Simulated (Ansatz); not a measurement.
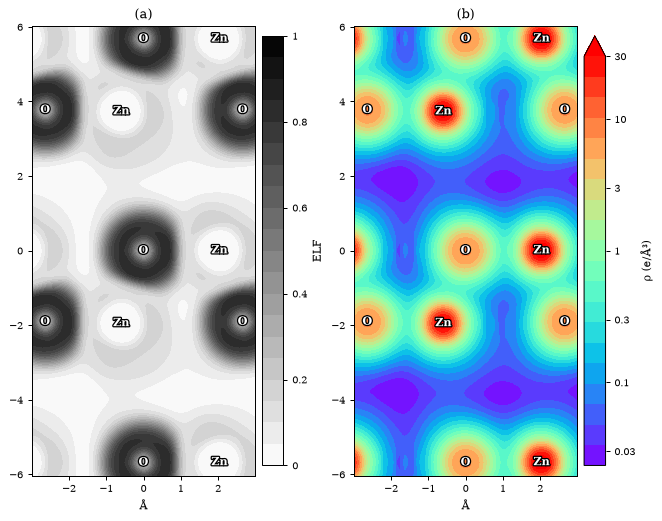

Figure 1: Zn$_{8}$O$_{7}$ (cell with a defect). (a) electron localisation function; (b) valence charge density (pseudo) on the (011) plane of the calculation cell.

Method: DFT PBE, scalar-relativistic, plane waves, PAW in Ansatz.

In a PAW calculation such maps are meaningful between the atoms, not at the nuclei.

Interpret the plot.

Answer. The plane passes through Zn and O nuclei. Zn–O (2.03 Å): ρ is about 0.53 e/Å³ halfway; the ELF peaks at about 0.85 in the valence shell of O, 0.6 Å from its nucleus, and is about 0.25 at the midpoint; no shared electron pair shows on this line. Zn–O (2.03 Å): the density is about 0.53 e/Å³ at the midpoint; the ELF peaks at about 0.85 in the valence shell of O, 0.6 Å from its nucleus, and is about 0.25 at the midpoint; no localised pair shows between them. Between the atoms the lowest density in this plane is 0.02 e/Å³.

Does the calculation make it a metal, or give it a gap?

Answer. It is gapped, with a Kohn–Sham gap of 1.9 eV on the k-point mesh (the band edges may lie off the mesh, which would make the gap smaller).
